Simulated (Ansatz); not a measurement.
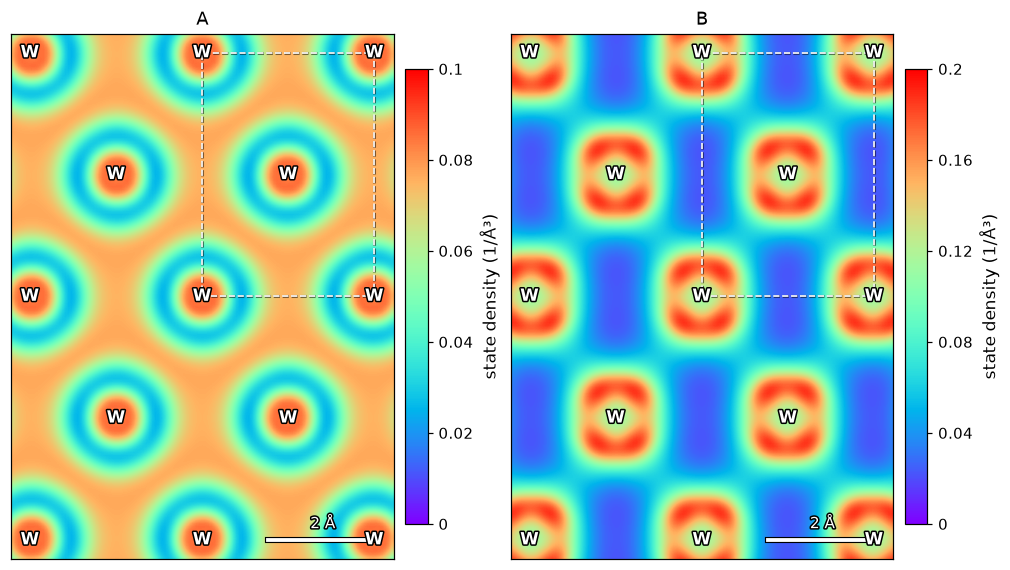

W: densities of the states in two energy windows, on the (011̄) plane of the conventional cell.

Space group Im-3m; the calculation finds a residual pressure of about 5 GPa at this fixed cell. Spin-orbit coupling, left out here, splits and shifts the levels of such heavy elements, by tenths of an eV up to several eV.

Method: DFT PBE, scalar-relativistic, plane waves, PAW in Ansatz.

Core electrons are frozen (PAW), so the fields are smoothed inside the atomic spheres.

```cif
data_structure
_symmetry_space_group_name_H-M 'P 1'
_symmetry_Int_Tables_number 1
_cell_length_a 3.1647
_cell_length_b 3.1647
_cell_length_c 3.1647
_cell_angle_alpha 90.000
_cell_angle_beta 90.000
_cell_angle_gamma 90.000
_cell_volume 31.70
loop_
_atom_site_label
_atom_site_type_symbol
_atom_site_fract_x
_atom_site_fract_y
_atom_site_fract_z
_atom_site_occupancy
W1 W 0.00000 0.00000 0.00000 1
W2 W 0.50000 0.50000 0.50000 1
```

Q: Match the panels to the energy ranges (zero at the Fermi level): −9.7 to −6.5 eV and 0.0 to +1.2 eV.

A: Panel A: −9.7 to −6.5 eV, the lower third of the occupied valence band, mainly W 6s (80 %) and W 5d (15 %).
Panel B: 0.0 to +1.2 eV, the empty states just over the Fermi level, mainly W 5d (over 95 %).
The characters are Löwdin shares on a minimal set of atomic orbitals.
